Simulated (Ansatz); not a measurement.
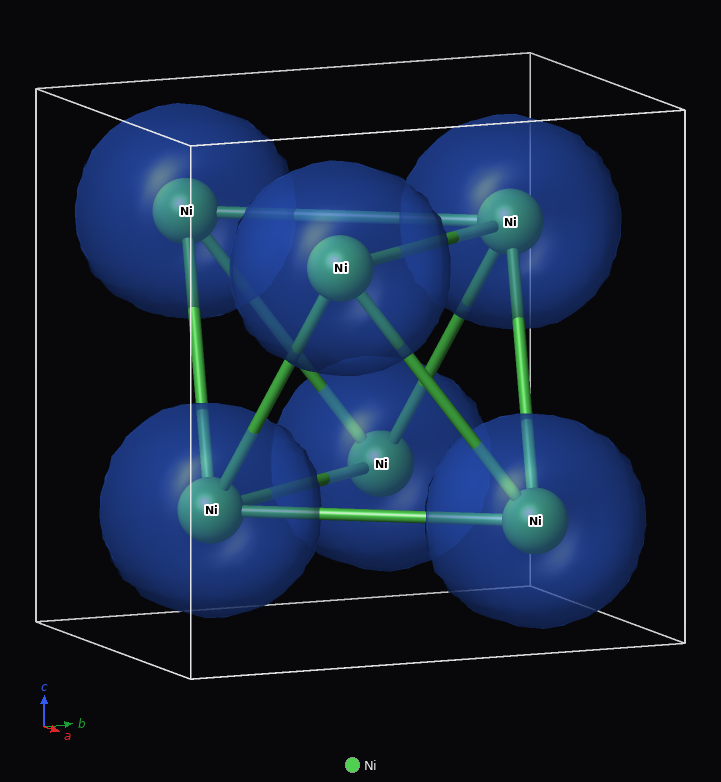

Figure. Ni. Isosurface of the spin density at +0.04 e/Å³ (blue), seen slightly off an axis. Sticks mark near contacts.

Space group Cmcm; a structure from a database of computed crystals, not necessarily the ambient phase; the SCF solution may not be the lowest one; PAW files of the earlier set (soft_1); spin-polarised.

The calculation used DFT PBE, scalar-relativistic, plane waves, PAW in Ansatz.

Which atoms carry the moments, and with what signs?

Answer. The spin density sits on Ni: +0.7 μB (×4) in one cell of 4 atoms: parallel main moments (a ferromagnetic arrangement) in this solution. The cell of the calculation (2 atoms) carries 1.2 μB of net spin moment.
